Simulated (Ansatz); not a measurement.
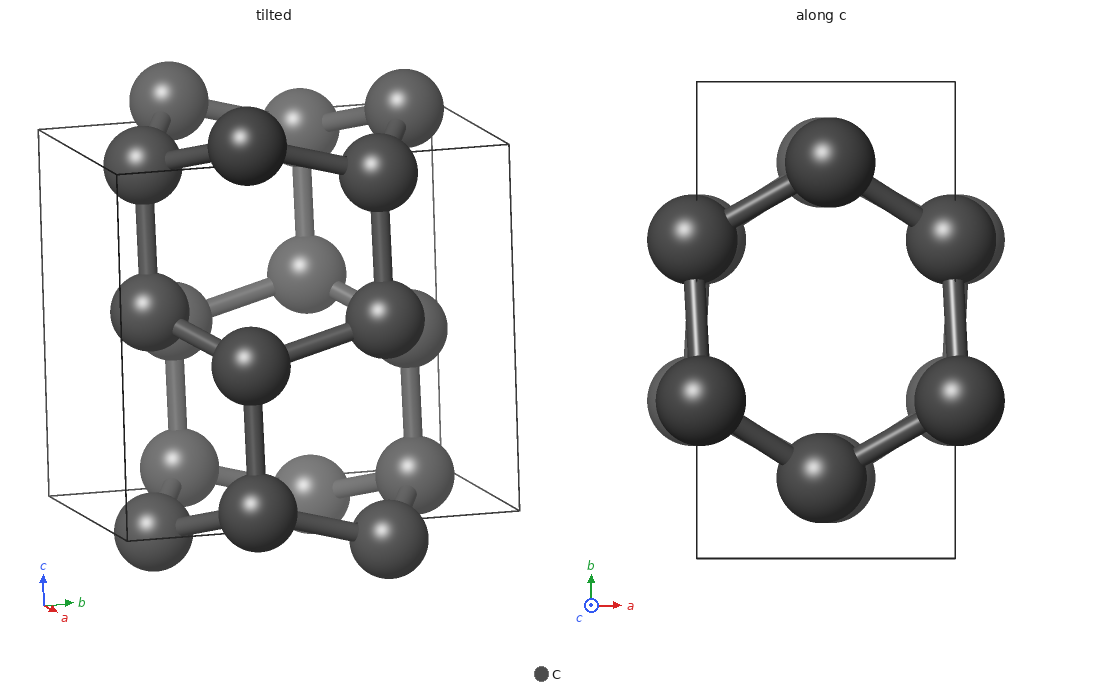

A ball-and-stick rendering, viewed slightly off an axis and along the c axis. One conventional unit cell is framed, with atoms on its boundary repeated.

C, space group C2/c (No. 15), a = 2.40 Å, b = 4.40 Å, c = 3.90 Å, α = 90.00°, β = 94.81°, γ = 90.00°.

The numbers come from DFT PBE, scalar-relativistic, plane waves, PAW in Ansatz, using a kinetic-energy cutoff of 420 eV, k-points about 0.27 Å⁻¹ apart, Gaussian smearing of 0.02 eV, no spin polarisation.

Predict the gap.

A semiconductor at this level, with a gap of 1.26 eV on the k-mesh (the true edges may lie between mesh points, so the gap can be somewhat smaller).

Give the pressure and its sign.

The computed pressure is 62.8 GPa (compressed: it would expand). The stress isn't hydrostatic: its largest component is 110.4 GPa.

Its origin is an entry, possibly a prediction, of the Crystallography Open Database. The cell was then strained or its atoms displaced on purpose. A calculation with Ansatz used it as input.

At this level of theory the cell isn't at rest (compressed, at 63 GPa and forces up to 3.6 eV/Å), so its distances can differ from those at equilibrium, the more so the softer the solid.
